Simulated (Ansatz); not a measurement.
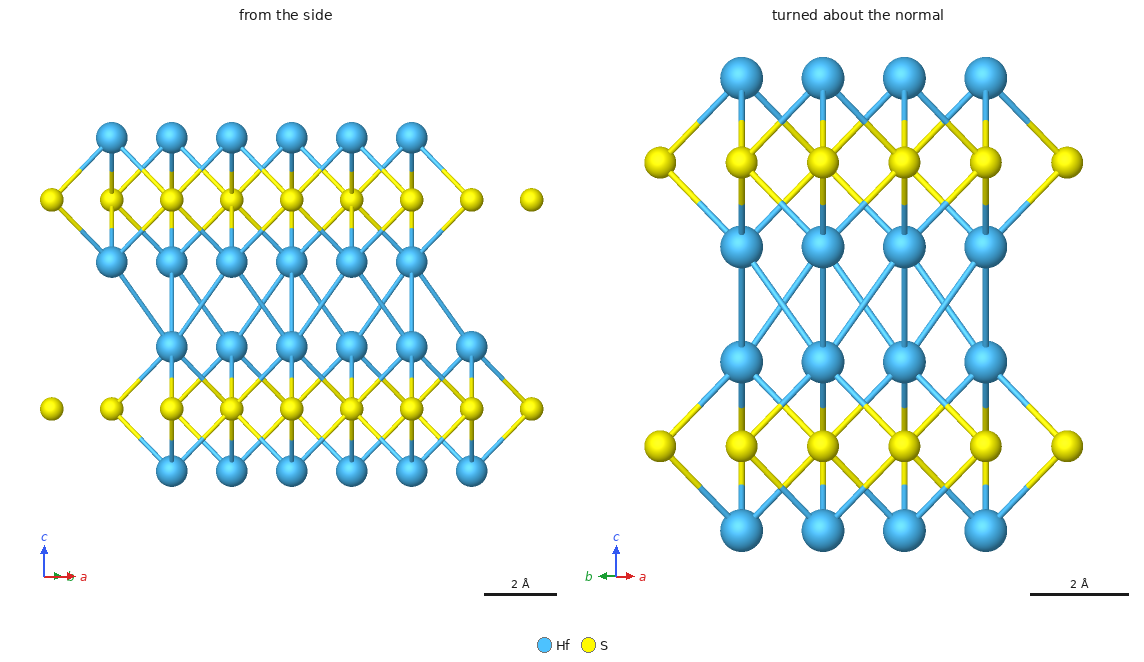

A ball-and-stick picture of a periodic slab, seen from the side and turned about the normal. The surface normal points up in side views; the vacuum is left out. 3×2 cells are drawn in the plane, with atoms at the edges repeated.

The cell holds 4 Hf, 2 S.

Question: What is exposed at the top and at the bottom?

Answer: The top face ends in Hf, the bottom face in Hf. The two faces are alike.

Question: How far does the slab extend along the normal?

Answer: About 9 Å from the lowest to the highest atom.

Question: State the number of planes and their content from above.

Answer: Six planes: Hf / S / Hf / Hf / S / Hf.

The initial geometry was a structure listed in the Materials Project. The cell was then strained or its atoms displaced on purpose. It went into a calculation with Ansatz.
